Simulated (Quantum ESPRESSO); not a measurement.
## Sr: fields calculation

Sr (P-1, 2 atoms in the cell), computed with Kohn-Sham DFT of a periodic cell, PBEsol, PseudoDojo 0.4 SR PBEsol stringent, no spin polarisation (Quantum ESPRESSO 7.5).

The structure derives from an entry of the Crystallography Open Database.

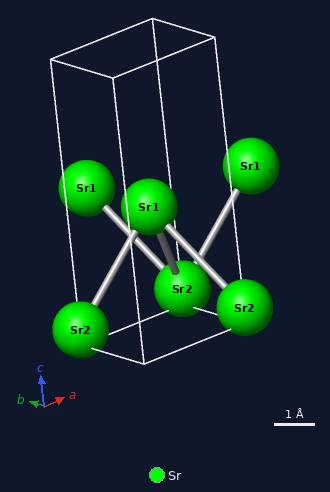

Fig. 1: The input geometry (ball-and-stick view of the cell of the calculation, set on other vectors, seen slightly off an axis; bonded neighbours outside the cell are drawn too; atoms are numbered from 1 in the order of the input). An atom can appear more than once, as a periodic image.

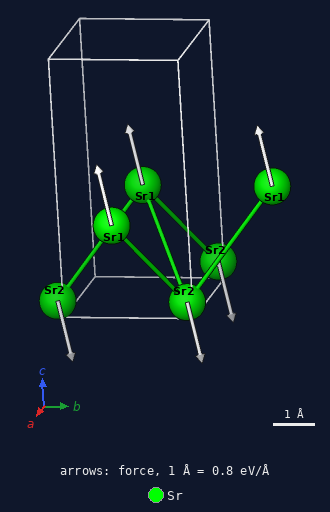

Fig. 2: Forces on the atoms as white arrows (ball-and-stick view of the cell of the calculation, set on other vectors, seen slightly off an axis; bonded neighbours outside the cell are drawn too; atoms are numbered from 1 in the order of the input). The largest act on Sr1, Sr2 (1.28 eV/Å). The geometry is not a stationary point of this energy.

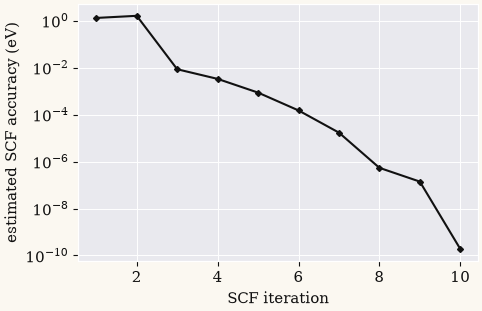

Fig. 3: Convergence of the self-consistent field: estimated SCF accuracy against the iteration. The field takes 10 iterations in all.

These pictures come from the run below.

Input
```
&CONTROL
  calculation = 'scf'
  prefix = 'pwscf'
  outdir = './tmp'
  pseudo_dir = './pseudo'
  tprnfor = .true.
  tstress = .true.
  disk_io = 'low'
/
&SYSTEM
  ibrav = 0
  nat = 2
  ntyp = 1
  ecutwfc = 68
  nbnd = 16
  occupations = 'smearing'
  smearing = 'fd'
  degauss = 0.01469973
/
&ELECTRONS
  conv_thr = 4d-10
  electron_maxstep = 120
  mixing_beta = 0.5
/
ATOMIC_SPECIES
Sr    87.6200 Sr.upf
CELL_PARAMETERS angstrom
   0.0000000000   -3.0423500000   -3.0423500000
  -3.0423500000    0.0000000000   -3.0423500000
   3.0423500000    3.0423500000   -6.0847000000
ATOMIC_POSITIONS crystal
Sr     0.5460029000    0.4948174600    0.4394387100
Sr     0.9539971000    0.0051825400    0.0605612900
K_POINTS automatic
7 7 4 0 0 0
```

File pp_density.in
```
&INPUTPP
  prefix = 'pwscf'
  outdir = './tmp'
  filplot = 'density.dat'
  plot_num = 0
/
&PLOT
  nfile = 1
  filepp(1) = 'density.dat'
  iflag = 3
  output_format = 6
  fileout = 'density.cube'
/
```

File pp_potential.in
```
&INPUTPP
  prefix = 'pwscf'
  outdir = './tmp'
  filplot = 'potential.dat'
  plot_num = 11
/
&PLOT
  nfile = 1
  filepp(1) = 'potential.dat'
  iflag = 3
  output_format = 6
  fileout = 'potential.cube'
/
```

File pp_elf.in
```
&INPUTPP
  prefix = 'pwscf'
  outdir = './tmp'
  filplot = 'elf.dat'
  plot_num = 8
/
&PLOT
  nfile = 1
  filepp(1) = 'elf.dat'
  iflag = 3
  output_format = 6
  fileout = 'elf.cube'
/
```

File pp_potential_ks.in
```
&INPUTPP
  prefix = 'pwscf'
  outdir = './tmp'
  filplot = 'potential_ks.dat'
  plot_num = 1
/
&PLOT
  nfile = 1
  filepp(1) = 'potential_ks.dat'
  iflag = 3
  output_format = 6
  fileout = 'potential_ks.cube'
/
```

Command:
```bash
OMP_NUM_THREADS=1 pw.x -in pw.in > pw.out
OMP_NUM_THREADS=1 pp.x -in pp_density.in > pp_density.out
OMP_NUM_THREADS=1 pp.x -in pp_potential.in > pp_potential.out
OMP_NUM_THREADS=1 pp.x -in pp_elf.in > pp_elf.out
OMP_NUM_THREADS=1 pp.x -in pp_potential_ks.in > pp_potential_ks.out
```

What the program printed
```
This program is part of the open-source Quantum ESPRESSO suite
     for quantum simulation of materials; please cite
         "P. Giannozzi et al., J. Phys.:Condens. Matter 21 395502 (2009);
         "P. Giannozzi et al., J. Phys.:Condens. Matter 29 465901 (2017);
         "P. Giannozzi et al., J. Chem. Phys. 152 154105 (2020);
          URL
     in publications or presentations arising from this work. More details at

     Message from routine setup:
     using ibrav=0 with symmetry is DISCOURAGED, use correct ibrav instead

     G-vector sticks info
     --------------------
     sticks:   dense  smooth     PW     G-vecs:    dense   smooth      PW
     Sum        1237    1237    367                57537    57537    9229

     Using Slab Decomposition

     bravais-lattice index     =            0
     lattice parameter (alat)  =       8.1306  a.u.
     unit-cell volume          =     760.1234 (a.u.)^3
     number of atoms/cell      =            2
     number of atomic types    =            1
     number of electrons       =        20.00
     number of Kohn-Sham states=           16
     kinetic-energy cutoff     =      68.0000  Ry
     charge density cutoff     =     272.0000  Ry
     scf convergence threshold =      4.0E-10
     mixing beta               =       0.5000
     number of iterations used =            8  plain     mixing
     Exchange-correlation= PBESOL
                           (   1   4  10   8   0   0   0)

     celldm(1)=   8.130608  celldm(2)=   0.000000  celldm(3)=   0.000000
     celldm(4)=   0.000000  celldm(5)=   0.000000  celldm(6)=   0.000000

     crystal axes: (cart. coord. in units of alat)
               a(1) = (   0.000000  -0.707107  -0.707107 )
               a(2) = (  -0.707107   0.000000  -0.707107 )
               a(3) = (   0.707107   0.707107  -1.414214 )

     reciprocal axes: (cart. coord. in units 2 pi/alat)
               b(1) = (  0.353553 -1.060660 -0.353553 )
               b(2) = ( -1.060660  0.353553 -0.353553 )
               b(3) = (  0.353553  0.353553 -0.353553 )

     PseudoPot. # 1 for Sr read from file:
     Sr.upf
     Pseudo is Norm-conserving + core correction, Zval = 10.0
     Generated using ONCVPSP code by D. R. Hamann
     Using radial grid of 1834 points,  6 beta functions with:
                l(1) =   0
                l(2) =   0
                l(3) =   1
                l(4) =   1
                l(5) =   2
                l(6) =   2

     atomic species   valence    mass     pseudopotential
     Sr               10.00    87.62000     Sr( 1.00)

      2 Sym. Ops., with inversion, found ( 1 have fractional translation)

   Cartesian axes

     site n.     atom                  positions (alat units)
         1        Sr     tau(   1) = (  -0.0391587  -0.0753523  -1.3574313  )
         2        Sr     tau(   2) = (   0.0391587  -0.6317545  -0.7638890  )

     number of k points=   255  Fermi-Dirac smearing, width (Ry)=  0.0147

     Number of k-points >= 100: set verbosity='high' to print them.

     Dense  grid:    57537 G-vectors     FFT dimensions: (  48,  48,  80)

     Initial potential from superposition of free atoms

     starting charge      19.9845, renormalised to      20.0000
     Starting wfcs are   10 randomized atomic wfcs +    6 random wfcs

     Self-consistent Calculation

     iteration #  1     ecut=    68.00 Ry     beta= 0.50
     Davidson diagonalization with overlap
     ethr =  1.00E-02,  avg # of iterations =  7.9

     Threshold (ethr) on eigenvalues was too large:
     Diagonalizing with lowered threshold

     Davidson diagonalization with overlap
     ethr =  4.88E-04,  avg # of iterations =  3.6

     total energy              =    -136.71262926 Ry
     estimated scf accuracy    <       0.09700901 Ry

     iteration #  2     ecut=    68.00 Ry     beta= 0.50
     Davidson diagonalization with overlap
     ethr =  4.85E-04,  avg # of iterations =  2.4

     total energy              =    -136.73285162 Ry
     estimated scf accuracy    <       0.11710228 Ry

     iteration #  3     ecut=    68.00 Ry     beta= 0.50
     Davidson diagonalization with overlap
     ethr =  4.85E-04,  avg # of iterations =  2.0

     total energy              =    -136.75056543 Ry
     estimated scf accuracy    <       0.00062439 Ry

     iteration #  4     ecut=    68.00 Ry     beta= 0.50
     Davidson diagonalization with overlap
     c_bands:  1 eigenvalues not converged
     c_bands:  1 eigenvalues not converged
     c_bands:  1 eigenvalues not converged
     c_bands:  1 eigenvalues not converged
     c_bands:  2 eigenvalues not converged
     c_bands:  1 eigenvalues not converged
     c_bands:  1 eigenvalues not converged
     c_bands:  1 eigenvalues not converged
     c_bands:  1 eigenvalues not converged
     c_bands:  1 eigenvalues not converged
     c_bands:  1 eigenvalues not converged
     c_bands:  1 eigenvalues not converged
     c_bands:  2 eigenvalues not converged
     c_bands:  1 eigenvalues not converged
     c_bands:  1 eigenvalues not converged
     c_bands:  1 eigenvalues not converged
     c_bands:  1 eigenvalues not converged
     c_bands:  1 eigenvalues not converged
     ethr =  3.12E-06,  avg # of iterations = 10.8

     total energy              =    -136.75094681 Ry
     estimated scf accuracy    <       0.00024048 Ry

     iteration #  5     ecut=    68.00 Ry     beta= 0.50
     Davidson diagonalization with overlap
     ethr =  1.20E-06,  avg # of iterations =  1.4

     total energy              =    -136.75092061 Ry
     estimated scf accuracy    <       0.00006320 Ry

     iteration #  6     ecut=    68.00 Ry     beta= 0.50
     Davidson diagonalization with overlap
     ethr =  3.16E-07,  avg # of iterations =  2.0

     total energy              =    -136.75094147 Ry
     estimated scf accuracy    <       0.00001077 Ry

     iteration #  7     ecut=    68.00 Ry     beta= 0.50
     Davidson diagonalization with overlap
     ethr =  5.39E-08,  avg # of iterations =  1.2

     total energy              =    -136.75094165 Ry
     estimated scf accuracy    <       0.00000123 Ry

     iteration #  8     ecut=    68.00 Ry     beta= 0.50
     Davidson diagonalization with overlap
     ethr =  6.13E-09,  avg # of iterations =  2.8

     total energy              =    -136.75094208 Ry
     estimated scf accuracy    <       0.00000004 Ry

     iteration #  9     ecut=    68.00 Ry     beta= 0.50
     Davidson diagonalization with overlap
     ethr =  2.06E-10,  avg # of iterations =  4.0

     total energy              =    -136.75094208 Ry
     estimated scf accuracy    <       0.00000001 Ry

     iteration # 10     ecut=    68.00 Ry     beta= 0.50
     Davidson diagonalization with overlap
     ethr =  6.65E-11,  avg # of iterations =  2.0

     End of self-consistent calculation

     Number of k-points >= 100: set verbosity='high' to print the bands.

     the Fermi energy is     4.7312 ev

!    total energy              =    -136.75094208 Ry
     estimated scf accuracy    <          1.4E-11 Ry
     smearing contrib. (-TS)   =      -0.02728692 Ry
     internal energy E=F+TS    =    -136.72365516 Ry

     The total energy is F=E-TS. E is the sum of the following terms:
     one-electron contribution =     -59.70947656 Ry
     hartree contribution      =      31.90821075 Ry
     xc contribution           =     -33.02152813 Ry
     ewald contribution        =     -75.90086122 Ry

     convergence has been achieved in  10 iterations

     Forces acting on atoms (cartesian axes, Ry/au):

     atom    1 type  1   force =     0.02467095    0.03197726   -0.02921589
     atom    2 type  1   force =    -0.02467095   -0.03197726    0.02921589

     Total force =     0.070495     Total SCF correction =     0.000009

     Computing stress (Cartesian axis) and pressure

          total   stress  (Ry/bohr**3)                   (kbar)     P=        8.62
   0.00005124   0.00004750  -0.00001899            7.54        6.99       -2.79
   0.00004750   0.00005895  -0.00007989            6.99        8.67      -11.75
  -0.00001899  -0.00007989   0.00006563           -2.79      -11.75        9.65

=------------------------------------------------------------------------------=
   JOB DONE.
=------------------------------------------------------------------------------=
```

File pp_density.out
```
This program is part of the open-source Quantum ESPRESSO suite
     for quantum simulation of materials; please cite
         "P. Giannozzi et al., J. Phys.:Condens. Matter 21 395502 (2009);
         "P. Giannozzi et al., J. Phys.:Condens. Matter 29 465901 (2017);
         "P. Giannozzi et al., J. Chem. Phys. 152 154105 (2020);
          URL
     in publications or presentations arising from this work. More details at

     ./tmp/pwscf.save/

     IMPORTANT: XC functional enforced from input :
     Exchange-correlation= PBESOL
                           (   1   4  10   8   0   0   0)
     Any further DFT definition will be discarded
     Please, verify this is what you really want

     G-vector sticks info
     --------------------
     sticks:   dense  smooth     PW     G-vecs:    dense   smooth      PW
     Sum        1237    1237    367                57537    57537    9229

     Using Slab Decomposition

     Calling punch_plot, plot_num =   0
     Writing data to file  density.dat
     Reading data from file  density.dat

     Writing data to be plotted to file density.cube
     Plot Type: 3D                     Output format: Gaussian cube

=------------------------------------------------------------------------------=
   JOB DONE.
=------------------------------------------------------------------------------=
```

File pp_potential.out
```
This program is part of the open-source Quantum ESPRESSO suite
     for quantum simulation of materials; please cite
         "P. Giannozzi et al., J. Phys.:Condens. Matter 21 395502 (2009);
         "P. Giannozzi et al., J. Phys.:Condens. Matter 29 465901 (2017);
         "P. Giannozzi et al., J. Chem. Phys. 152 154105 (2020);
          URL
     in publications or presentations arising from this work. More details at

     ./tmp/pwscf.save/

     IMPORTANT: XC functional enforced from input :
     Exchange-correlation= PBESOL
                           (   1   4  10   8   0   0   0)
     Any further DFT definition will be discarded
     Please, verify this is what you really want

     G-vector sticks info
     --------------------
     sticks:   dense  smooth     PW     G-vecs:    dense   smooth      PW
     Sum        1237    1237    367                57537    57537    9229

     Using Slab Decomposition

     Calling punch_plot, plot_num =  11
     Writing data to file  potential.dat
     Reading data from file  potential.dat

     Writing data to be plotted to file potential.cube
     Plot Type: 3D                     Output format: Gaussian cube

=------------------------------------------------------------------------------=
   JOB DONE.
=------------------------------------------------------------------------------=
```

File pp_potential_ks.out
```
This program is part of the open-source Quantum ESPRESSO suite
     for quantum simulation of materials; please cite
         "P. Giannozzi et al., J. Phys.:Condens. Matter 21 395502 (2009);
         "P. Giannozzi et al., J. Phys.:Condens. Matter 29 465901 (2017);
         "P. Giannozzi et al., J. Chem. Phys. 152 154105 (2020);
          URL
     in publications or presentations arising from this work. More details at

     ./tmp/pwscf.save/

     IMPORTANT: XC functional enforced from input :
     Exchange-correlation= PBESOL
                           (   1   4  10   8   0   0   0)
     Any further DFT definition will be discarded
     Please, verify this is what you really want

     G-vector sticks info
     --------------------
     sticks:   dense  smooth     PW     G-vecs:    dense   smooth      PW
     Sum        1237    1237    367                57537    57537    9229

     Using Slab Decomposition

     Calling punch_plot, plot_num =   1
     Writing data to file  potential_ks.dat
     Reading data from file  potential_ks.dat

     Writing data to be plotted to file potential_ks.cube
     Plot Type: 3D                     Output format: Gaussian cube

=------------------------------------------------------------------------------=
   JOB DONE.
=------------------------------------------------------------------------------=
```

Results in brief

| quantity | value |
| --- | --- |
| outcome | converged |
| space group (tolerance 0.01 Å) | P-1 (2) |
| electrons treated | 20 |
| free energy | −1860.5914 eV |
| Fermi energy | 4.731 eV |
| gap on the k-point mesh | none (metallic) |
| pressure | 0.86 GPa |
| largest force (length of the vector) | 1.282 eV/Å |
| hardware | 1 thread of AMD EPYC (Zen 4), 16 GiB of memory available, shared host |
| wall time | 5.9 min |
| peak memory | 0.54 GiB |
